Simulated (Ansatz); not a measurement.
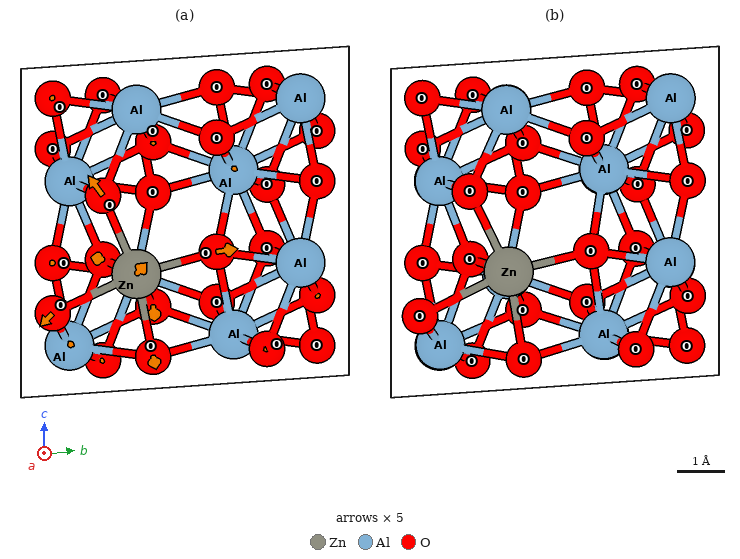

The structure of a defect cell of composition Al₁₅ZnO₂₄ before (left) and after (right) a relaxation, at one scale. The orange arrows give the displacements, 5 times their true length.

A ball-and-stick model of the cell of the calculation, seen along the a axis.

Theory: DFT PBEsol, scalar-relativistic, plane waves, PAW in Ansatz 0.2.0. (plane-wave cutoff 420 eV; k-point mesh 2 × 2 × 2; occupations gaussian; smearing width 0.02 eV; mesh shifted by (0.5, 0.5, 0.5); collinear spin; atoms relaxed in a fixed cell; force threshold 0.03 eV/Å; at most 40 steps)

Describe what moved and what it gained.

The energy falls by 0.568 eV per cell of the calculation in 4 geometry steps. The largest force component goes from 2.1 to 0.019 eV/Å. The largest moves, 0.11 Å, are those of O atoms. Largest moves by element: O 0.11 Å, Zn 0.09 Å, Al 0.03 Å. The lattice vectors keep their values. Near-neighbour distances that change, for instance: O–Zn 1.974 → 2.115 Å, O–Zn 1.861 → 1.933 Å, Al–O 1.974 → 1.910 Å, Al–O 1.974 → 1.950 Å. Bond angles that change, for instance: O–Zn–O 164.2° → 158.7°, O–Al–O 86.3° → 91.7°, Al–O–Al 132.2° → 137.2°.

Limits of the set-up: the k-point mesh is coarse for a cell with partly filled bands; the periodic images lie only 7.0 Å apart, so the values are limited by the cell's size.
